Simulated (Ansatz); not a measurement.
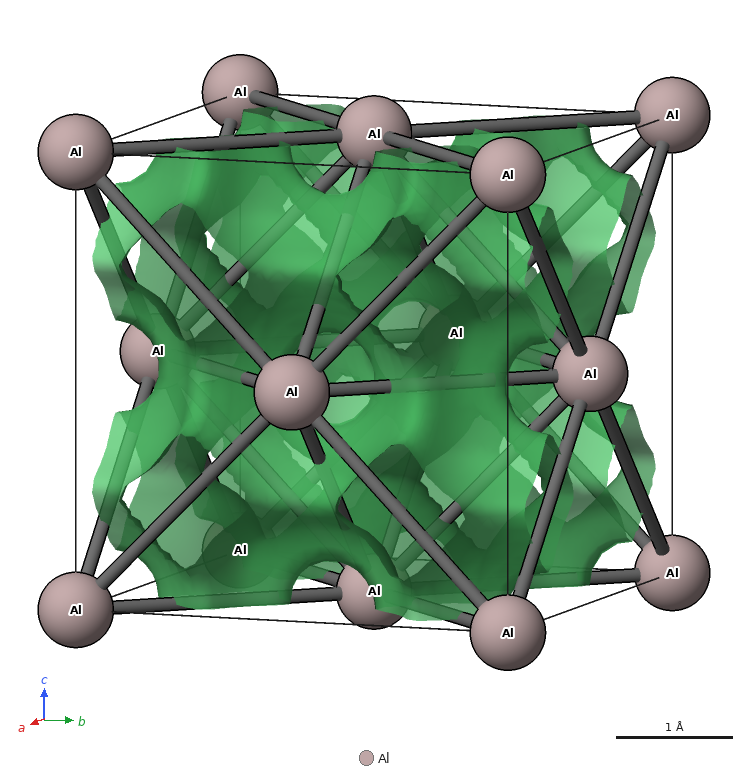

The picture shows: Al. Isosurface of the electron localisation function at 0.55 (green), seen slightly off an axis. Core shells and regions of very low density are left out. Sticks mark near contacts.

Space group Fm-3m; computed without spin polarisation.

Level of theory: Ansatz, DFT r2SCAN, scalar-relativistic, plane waves, PAW.

```
CELL_PARAMETERS angstrom
3.99200 0.00000 0.00000
0.00000 3.99200 0.00000
0.00000 0.00000 3.99200
ATOMIC_POSITIONS crystal
Al 0.00000 0.00000 0.00000
Al 0.50000 0.50000 0.00000
Al 0.50000 0.00000 0.50000
Al 0.00000 0.50000 0.50000
```

**What do the ELF domains correspond to?**

At this value the surface marks out one network that runs through the whole crystal, counted in one cell of 4 atoms. Regions shared between cells count once. There are no localised bonds or lone pairs at this value. Profiles from the grid: Al–Al (2.82 Å): the ELF peaks at about 0.65 between the atoms.

**Metal or insulator at this level of theory?**

It is metallic or semimetallic at this level of theory: no gap opens.
